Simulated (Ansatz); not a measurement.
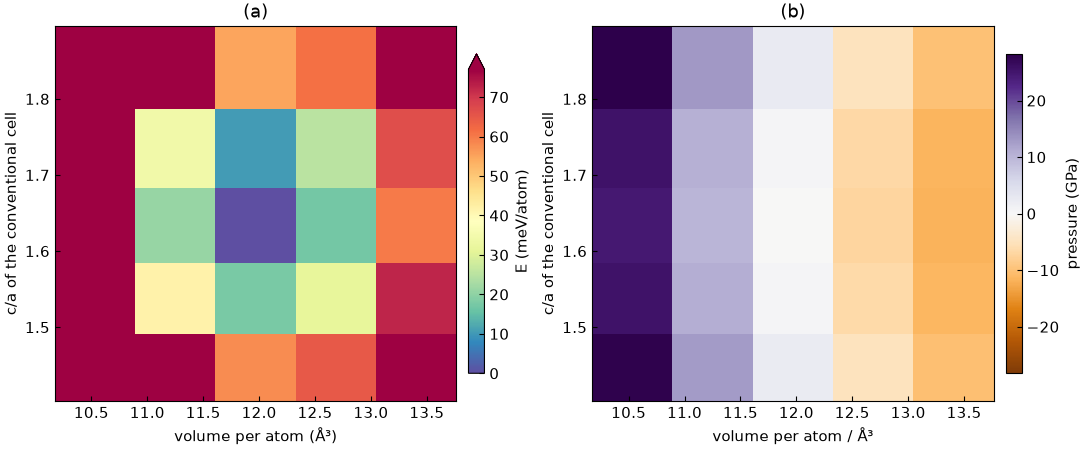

Cu (P6_3/mmc, No. 194; 2 atoms in the cell). The energy is mapped over volume and the cell's shape. First axis: volume per atom. Second axis: c/a of the conventional cell. Nothing is relaxed (symmetry fixes all fractional coordinates). The scan uses a 5 × 5 grid. Points are written as (first, second). Energies are in meV/atom, from the lowest grid point. Theory: DFT PBE, scalar-relativistic, plane waves, PAW in Ansatz 0.2.0. Settings: cutoff 520 eV, k-mesh 21×21×12 in the order of the run's cell vectors, gaussian smearing 0.15 eV, no spin polarisation.

Panel (a) is the energy and panel (b) the computed pressure on the same grid.

In the figure: one coloured cell a grid point, one colour for all values above the top of the scale.

**How does the pressure vary over the map, and what is it at the lowest grid point?**

It runs from −11.9 GPa at (13.40 Å³, 1.633) to 28.2 GPa at (10.53 Å³, 1.842). At the lowest grid point, (11.97 Å³, 1.633), it is −0.1 GPa. The pressure is minus the slope of the energy with volume, so it vanishes at the true minimum, which need not be a grid point.
